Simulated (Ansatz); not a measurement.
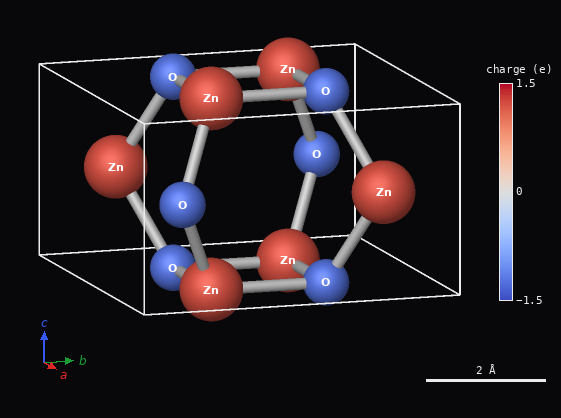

The image is a ball-and-stick drawing of a crystal, viewed slightly off an axis. Atoms at the boundary of the simulation cell (the box) are drawn once for each face, edge or corner they touch. The atoms of this ZnO cell are coloured by their Bader charge.

Setup: Ansatz 0.2.0, DFT PBE, scalar-relativistic, plane waves, PAW; a cutoff energy of 420 eV, a 6×6×8 grid in reciprocal space, Gaussian smearing of 0.02 eV, no spin polarisation.

Who donates electrons here and who accepts them?

Answer. Most positive: Zn; most negative: O. Charges: about Zn +1.2 e; O -1.2 e. The transfer is large, as in an ionic solid.

Origin of the cell: a structure listed in the Materials Project. Earlier steps of the study, as a rule a relaxation of our own, may have changed the cell and positions, so they can lie some per cent off the listed ones. Ansatz was used for an electronic-structure calculation on it.
